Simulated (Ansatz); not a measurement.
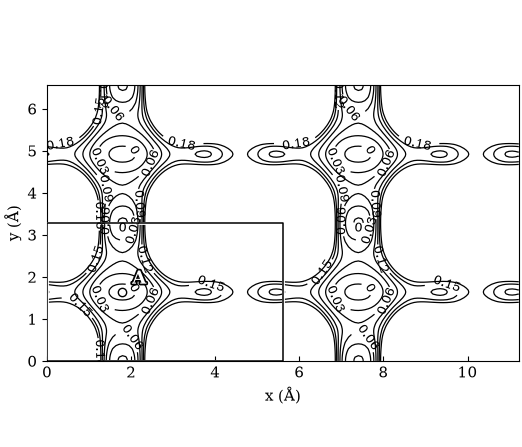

ZnO (P4_2/mnm phase) with one H guest (9 atoms in the cell). A guest moved over a lattice plane through the rigid host; the plane is (1 0 0) of the conventional cell, half-way across the widest gap between atomic layers, origin above Zn2. Places are given modulo a cell vector. The map is drawn in real space over the plane of the scan. Nothing is relaxed (host rigid, guest held in the plane). The grid has 8 × 8 points; 40 points were computed and 24 follow by symmetry. Energies: eV per cell, counted from the lowest grid point. The calculation used DFT PBE, scalar-relativistic, plane waves, PAW (Ansatz 0.2.0). Settings: cutoff 420 eV, k-mesh 4×4×8, gaussian smearing 0.05 eV, no spin polarisation.

Drawn: contour lines labelled in eV (none above 0.18), the outline of one cell of the 2 × 2 shown, the point A. Between grid points the surface is interpolated.

Find the lowest pass out of the well at A.

The easiest path leads from the well at about (0.32, 0.50) of the cell vectors to the well at about (0.32, 0.00) of the cell vectors, about 0.0048 eV higher. Its highest point lies about 0.071 eV above the bottom of the first well on the interpolated surface, at about (0.32, 0.24) of the cell vectors. This is the barrier on the constrained surface; relaxing the other coordinates would change it.

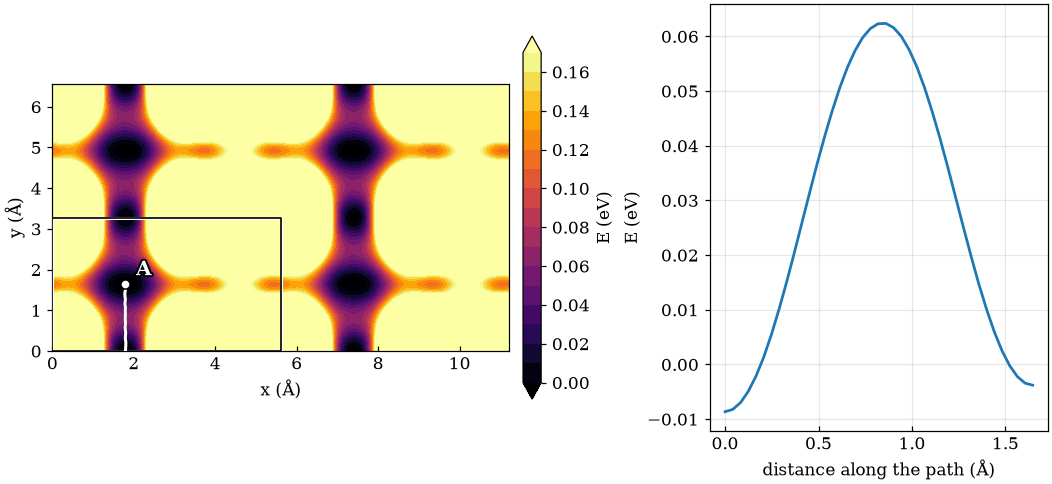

Drawn: filled contours, a line along the lowest path, the outline of one cell of the 2 × 2 shown, one colour for all values above the top of the scale, the energy along the path at the right. Between grid points the surface is interpolated.

PAW datasets: the set soft_1.
